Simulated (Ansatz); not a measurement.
**MoS₂: geometry relaxation (part 2 of 2)**

Continued. System: MoS₂ (6 atoms in the cell). Method: DFT PBE+D3(BJ), scalar-relativistic, plane waves, PAW, no spin polarisation (Ansatz 0.2.0); cutoff 420 eV, 12×12×4 k-mesh, Gaussian smearing of 0.02 eV. The structure derives from an entry of the Crystallography Open Database.

Geometry of the input (Å; fractional positions):
```
3.1690  0.0000  0.0000
-1.5845  2.7444  0.0000
0.0000  0.0000  12.3240
Mo 0.3333  0.6667  0.2500
Mo 0.6667  0.3333  0.7500
S  0.3333  0.6667  0.6230
S  0.6667  0.3333  0.1230
S  0.3333  0.6667  0.8770
S  0.6667  0.3333  0.3770
```

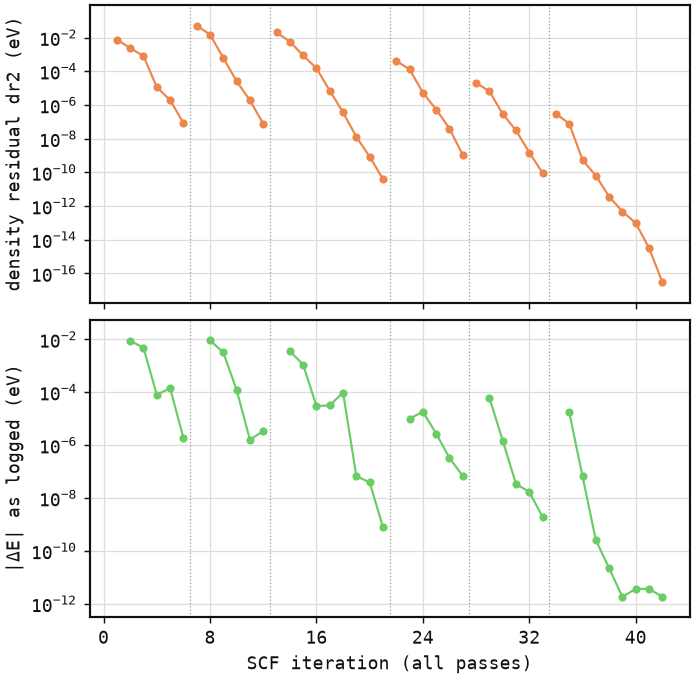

Figure 1. Convergence of the self-consistent field: density residual dr2 and size of the energy change against the SCF iteration. The dotted lines part the SCF passes of the relaxation: geometry steps, rejected trials and re-solves on a re-selected basis. The 6 passes take 6 to 9 iterations each, 42 in all.

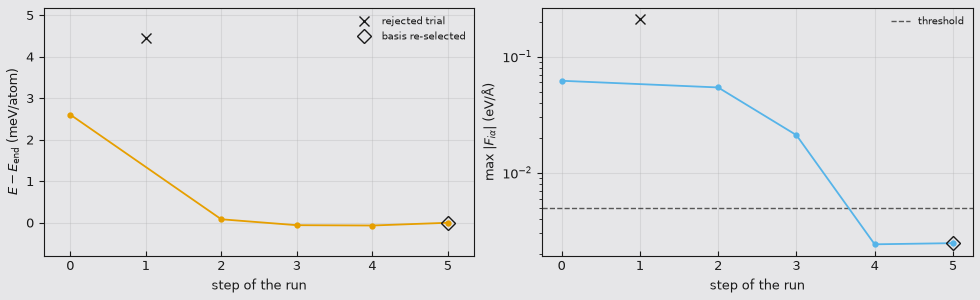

Figure 2. Progress of the relaxation, step by step (the first geometry is step 0 here and step 1 in the log).

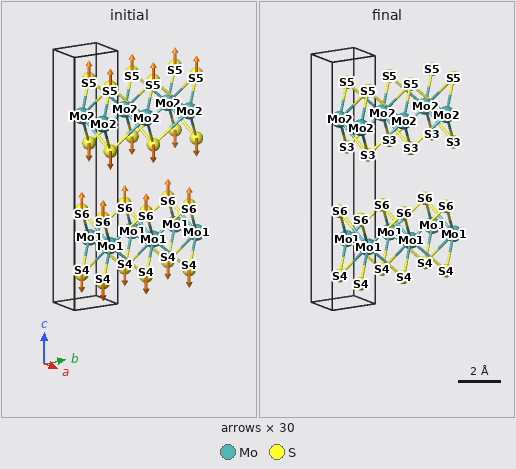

Figure 3. Before (left) and after (right) the relaxation, at one scale (ball-and-stick view of the cell of the calculation, repeated 2 × 3 × 1, seen slightly off an axis). The orange arrows give the displacements (without the part carried along by the change of the cell), magnified 30 times. The largest moves relative to the cell, 0.030 Å, are those of S3, S4, S5 and S6. Mo stays in place. Cell: a = b 3.169 → 3.149 Å (−0.6 %), c 12.324 → 12.090 Å (−1.9 %). Volume −3.1 %. Distances before and after: Mo1–S4 2.408 → 2.399 Å. The space group stays P6_3/mmc (No. 194). After 4 geometry steps the energy has fallen by 2.7 meV per atom. Largest force component: 0.062 eV/Å at the start, 0.0025 eV/Å at the end. Pressure: −1.91 GPa at the start and 0.02 GPa at the end. The line search rejected the trial step at point 1 (counted from 0) and went back. A last SCF at the same geometry on a re-selected plane-wave basis shifts the energy by +0.1 meV per atom. (Atoms are counted from 1 in the order of the input.)

```
basis re-selected at this cell: Δ(F+E_penalty+E_count) = +3.956e-4 eV, ΔP = +0.001 GPa vs the last step (what re-selecting the basis moved, of the pressure what is left beyond the Pulay correction that the steps carried, after the strain that the cell walked since its last selection, with what the two solves' SCF thresholds leave and, on support functions, any second-order correction that the steps lacked; it is no measure of the basis error at this ecutwfc). The dense FFT grid was sized anew with the basis: this SCF ran on 24×24×81 points, the steps before it on 24×24×90, so part of this shift can come from that change (see relax.cell in the input reference). This SCF's stress stands 1.91e-2 GPa from its target on what of the cell is left free (relax.cell.stress_tol is 5.00e-2 GPa) and its largest allowed force component is 2.48e-3 eV/Å (relax.f_tol is 5.00e-3 eV/Å): within both
SCF converged after 9 iterations
Free energy (F): -13528.098028 eV
Harris-Foulkes:  -13528.098028 eV  (|F-HF|=1.82e-12)
Internal energy: -13528.098028 eV  (E = F + TS)
E sigma→0 (E₀):  -13528.098028 eV
Fermi energy:    11.864155 eV
--- Per-component energies (eV) ---
  E_band       = -286.681310
  E_kinetic    = 1314.488625
  E_local      = -3760.972280  (includes V_loc(G=0)·N_el)
  E_nonlocal   = 398.553222
  E_hartree    = 1439.788274
  E_xc         = -758.069330
  E_vxc        = -811.480239  (∫ρ·V_xc dr)
  E_paw        = -8803.191442  (= ΣΔE_a)
  E_vpaw       = -306.847270  (= ΣTr[D̂ρ^β])
  E_aug_tail   = 0.000084  (compensation charges beyond the density's cutoff)
  E_ewald      = -3356.069197
  E_disp       = -2.625985  (pairwise vdW)
  E_smearing   = -0.000000  (= −TS)
  E_closure    = -0.000000  (closes the sum)
  Σ components = -13528.098028   (vs F -13528.098028, Δ=0.00e0)
--- Forces (eV/Å), atoms counted from 1 ---
  atom   1  Mo     0.00000000    -0.00000000    -0.00000000
  atom   2  Mo     0.00000000     0.00000000     0.00000000
  atom   3  S      0.00000000     0.00000000    -0.00247674
  atom   4  S      0.00000000    -0.00000000    -0.00247674
  atom   5  S     -0.00000000     0.00000000     0.00247674
  atom   6  S     -0.00000000    -0.00000000     0.00247674
  max |Σ_I F_I| component: 1.39e-17 eV/Å
--- Stress (GPa, compression-positive) ---
        0.019107       0.000000       0.000000
        0.000000       0.019107       0.000000
        0.000000       0.000000       0.019036
  P = ⅓ Tr σ = 0.0191 GPa (0.191 kbar)
--- Band table (eV; the first three rows and the last of 57) ---
  k-point 0: bands = ["-50.0808", "-50.0808", "-24.2420", "-24.2419", "-23.9976", "-23.9976", "-23.9976", "-23.9976", "-3.6631", "-3.3193", "-2.4628", "-1.9046", "4.3913", "5.5983", "7.7627", "8.1409", "8.1409", "8.1580", "8.1580", "9.2481", "9.2481", "9.3090", "9.3090", "10.1869", "10.3647", "11.4724", "13.5528", "13.5528", "13.5883", "13.5883", "13.6937", "13.6937"]
  k-point 1: bands = ["-50.0808", "-50.0808", "-24.2420", "-24.2419", "-23.9976", "-23.9976", "-23.9976", "-23.9976", "-3.6260", "-3.3908", "-2.3619", "-1.9753", "4.5265", "5.3483", "8.0932", "8.1433", "8.1433", "8.1554", "8.1554", "9.2570", "9.2570", "9.3000", "9.3000", "9.5659", "10.8358", "11.4090", "13.5527", "13.5527", "13.5718", "13.5718", "13.7372", "13.7372"]
  k-point 2: bands = ["-50.0808", "-50.0808", "-24.2419", "-24.2419", "-23.9976", "-23.9976", "-23.9976", "-23.9976", "-3.5234", "-3.5234", "-2.1556", "-2.1556", "4.8898", "4.8898", "8.1493", "8.1493", "8.1493", "8.1493", "8.7950", "8.7950", "9.2785", "9.2785", "9.2785", "9.2785", "11.2056", "11.2056", "13.5564", "13.5564", "13.5564", "13.5564", "13.8181", "13.8181"]
  k-point 56: bands = ["-50.0322", "-50.0322", "-24.3092", "-24.3092", "-24.2622", "-24.2622", "-24.1467", "-24.1467", "-1.2285", "-1.2285", "-1.2039", "-1.2039", "5.1952", "5.1952", "5.9856", "5.9856", "6.5823", "6.5823", "6.8887", "6.8887", "8.0015", "8.0015", "8.5014", "8.5014", "10.7134", "10.7134", "12.5310", "12.5310", "13.6863", "13.6863", "14.3412", "14.3412"]
--- Relaxed structure (5 steps of the walk, 4 accepted, 1 SCFs on fresh bases) ---
  F+E_penalty+E_count = -13528.09802835 eV   max|allowed force component| = 2.477e-3 eV/Å   (the final SCF, on the basis selected at the relaxed cell)
  cell:  # Å, volume = 103.8350 Å³
    - [3.1491697074611076, 0.0, 0.0]
    - [-1.5745848537305538, 2.727260967489729, 8.901729852237026e-34]
    - [0.0, 3.997359693417086e-33, 12.08985175323314]
  atoms:
    - { symbol: Mo, position: [0.33333333333333326, 0.6666666666666665, 0.25] }
    - { symbol: Mo, position: [0.6666666666666665, 0.33333333333333326, 0.75] }
    - { symbol: S, position: [0.33333333333333326, 0.6666666666666665, 0.620490170224674] }
    - { symbol: S, position: [0.6666666666666665, 0.33333333333333326, 0.12049017022467401] }
    - { symbol: S, position: [0.33333333333333326, 0.6666666666666665, 0.8795098297753259] }
    - { symbol: S, position: [0.6666666666666665, 0.33333333333333326, 0.379509829775326] }
```

### Trajectory as extended XYZ (Å, eV, eV/Å), 6 frames, from step=1 to step=6
```
6
Lattice="3.1690 0.0000 0.0000 -1.5845 2.7444 0.0000 0.0000 0.0000 12.3240" Properties=species:S:1:pos:R:3:forces:R:3 step=1 energy=-13528.08239 pressure_GPa=-1.91
Mo    0.0000    1.8296    3.0810    0.0000   0.0000   0.0000
Mo    1.5845    0.9148    9.2430    0.0000   0.0000   0.0000
S     0.0000    1.8296    7.6779    0.0000   0.0000   0.0619
S     1.5845    0.9148    1.5159    0.0000   0.0000   0.0619
S     0.0000    1.8296   10.8081    0.0000   0.0000  -0.0619
S     1.5845    0.9148    4.6461    0.0000   0.0000  -0.0619
6
Lattice="3.1175 0.0000 0.0000 -1.5588 2.6999 0.0000 0.0000 0.0000 11.9672" Properties=species:S:1:pos:R:3:forces:R:3 step=2 energy=-13528.07126 pressure_GPa=1.36 accepted=F
Mo    0.0000    1.7999    2.9918    0.0000   0.0000   0.0000
Mo    1.5588    0.9000    8.9754    0.0000   0.0000   0.0000
S     0.0000    1.7999    7.3903    0.0000   0.0000   0.2117
S     1.5588    0.9000    1.4068    0.0000   0.0000   0.2117
S     0.0000    1.7999   10.5604    0.0000   0.0000  -0.2117
S     1.5588    0.9000    4.5768    0.0000   0.0000  -0.2117
6
Lattice="3.1502 0.0000 0.0000 -1.5751 2.7281 0.0000 0.0000 0.0000 12.1503" Properties=species:S:1:pos:R:3:forces:R:3 step=3 energy=-13528.09752 pressure_GPa=-0.46
Mo    0.0000    1.8187    3.0376    0.0000   0.0000   0.0000
Mo    1.5751    0.9094    9.1127    0.0000   0.0000   0.0000
S     0.0000    1.8187    7.5437    0.0000   0.0000   0.0543
S     1.5751    0.9094    1.4685    0.0000   0.0000   0.0543
S     0.0000    1.8187   10.6818    0.0000   0.0000  -0.0543
S     1.5751    0.9094    4.6066    0.0000   0.0000  -0.0543
6
Lattice="3.1486 0.0000 0.0000 -1.5743 2.7268 0.0000 0.0000 0.0000 12.0841" Properties=species:S:1:pos:R:3:forces:R:3 step=4 energy=-13528.09838 pressure_GPa=-0.05
Mo    0.0000    1.8178    3.0210    0.0000   0.0000   0.0000
Mo    1.5743    0.9089    9.0631    0.0000   0.0000   0.0000
S     0.0000    1.8178    7.4961    0.0000   0.0000   0.0211
S     1.5743    0.9089    1.4540    0.0000   0.0000   0.0211
S     0.0000    1.8178   10.6302    0.0000   0.0000  -0.0211
S     1.5743    0.9089    4.5881    0.0000   0.0000  -0.0211
6
Lattice="3.1492 0.0000 0.0000 -1.5746 2.7273 0.0000 0.0000 0.0000 12.0899" Properties=species:S:1:pos:R:3:forces:R:3 step=5 energy=-13528.09842 pressure_GPa=0.02
Mo    0.0000    1.8182    3.0225    0.0000   0.0000   0.0000
Mo    1.5746    0.9091    9.0674    0.0000   0.0000   0.0000
S     0.0000    1.8182    7.5016    0.0000   0.0000  -0.0024
S     1.5746    0.9091    1.4567    0.0000   0.0000  -0.0024
S     0.0000    1.8182   10.6331    0.0000   0.0000   0.0024
S     1.5746    0.9091    4.5882    0.0000   0.0000   0.0024
6
Lattice="3.1492 0.0000 0.0000 -1.5746 2.7273 0.0000 0.0000 0.0000 12.0899" Properties=species:S:1:pos:R:3:forces:R:3 step=6 energy=-13528.09803 pressure_GPa=0.02
Mo    0.0000    1.8182    3.0225    0.0000   0.0000   0.0000
Mo    1.5746    0.9091    9.0674    0.0000   0.0000   0.0000
S     0.0000    1.8182    7.5016    0.0000   0.0000  -0.0025
S     1.5746    0.9091    1.4567    0.0000   0.0000  -0.0025
S     0.0000    1.8182   10.6331    0.0000   0.0000   0.0025
S     1.5746    0.9091    4.5882    0.0000   0.0000   0.0025
```

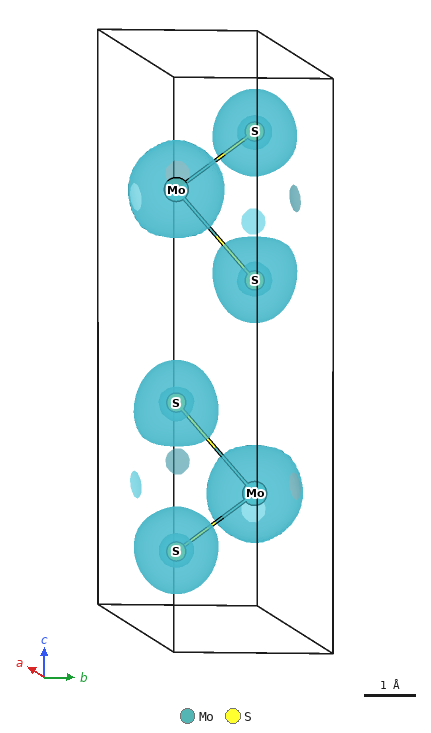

Figure 4. Isosurface of the valence electron density at 0.8 e/Å³ (cyan), seen at an oblique angle. Sticks mark near contacts. The outline is the cell set on symmetry axes. At this value the density breaks into separate islands; it holds about 55 % of the electrons treated as valence (semicore included). It is pinched off along the Mo–S (2.40 Å) contacts. On the grid the lowest density along these lines, outside the cores, is 0.61 e/Å³ (Mo–S, 2.40 Å). In a PAW calculation such maps are meaningful between the atoms, not at the nuclei.

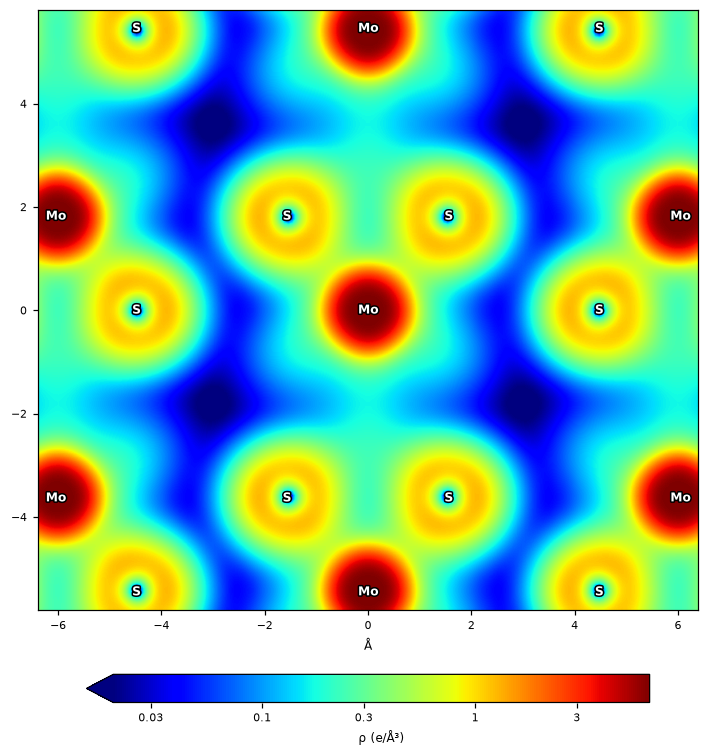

Figure 5. Valence pseudo-density on the (110) plane of the conventional cell. The plane passes through Mo and S nuclei. Mo–S (2.40 Å): the density is about 0.61 e/Å³ at the midpoint. Away from the nuclei the density in this plane falls to 0.02 e/Å³ at its lowest.
